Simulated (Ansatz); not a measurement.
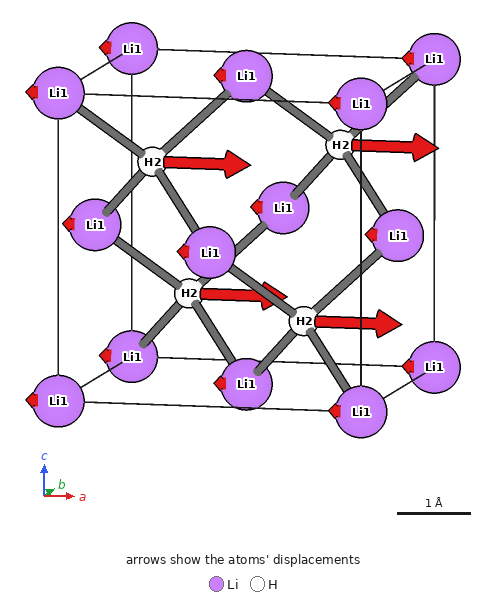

The lowest optical mode of crystalline LiH (a generated structure), space group F-43m (No. 216), at the zone centre. Displacements are drawn as red arrows; their common scale and sign are arbitrary. The picture is a ball-and-stick view of the conventional cell (4 times the calculation's cell), seen slightly off an axis. Lengths and directions refer to the drawn axes.

Method: DFT PBE, scalar-relativistic, plane waves, PAW (Ansatz).

Input
```yaml
crystal:
  lattice:
    - [0.0, 2.1438522207, 2.1438522207]
    - [2.1438522207, 0.0, 2.1438522207]
    - [2.1438522207, 2.1438522207, 0.0]
  atoms:
    - { symbol: Li, position: [0.0, 0.0, 0.0] }
    - { symbol: H, position: [0.25, 0.25, 0.25] }
basis:
  ecutwfc: 420
kpoints:
  mp_grid: { grid: [12, 12, 12] }
hamiltonian:
  xc: pbe
scf:
  occupations: { method: fixed }
output:
  eigenvalues: true
phonons:
  method: dfpt
  dielectric: true
  rigid_motions: translations
  eigenvectors: true
  qmesh: [4, 4, 4]
  temperatures: { t_max: 1000, t_step: 100 }
  qpath:
    path:
      - [[0.0, 0.0, 0.0], [-0.5, -0.5, 0.0], [-0.375, -0.375, 0.25]]
      - [[-0.375, 0.0, 0.375], [0.0, 0.0, 0.0], [0.0, 0.0, 0.5], [-0.5, -0.25, 0.25], [-0.5, -0.5, 0.0]]
    npoints: 8
```

Command:
```bash
ansatz run input.yaml --threads 1 --pin off --max-ram 2048MiB --backend cpu --events-out ev --progress --plain --runs-dir out
```

Frequencies are those without the non-analytic (LO–TO) term.

Is this crystal at a minimum with respect to the drawn distortion?

Answer. Yes: this softest mode has a real frequency, and so have all others here. That speaks for this wave vector alone: the rest of the zone wasn't checked in this run. This is the T₂ mode (triply degenerate; one member of the set is drawn) at 833 cm⁻¹, the only optical level, infrared- and Raman-active by symmetry. The H sublattice moves against the Li sublattice, along a; the kinetic energy is shared as H 87 %, Li 13 %. Its infrared intensity is 53 (D/Å)²/amu for the set. The value is the transverse one; the longitudinal partner lies at 1133 cm⁻¹.
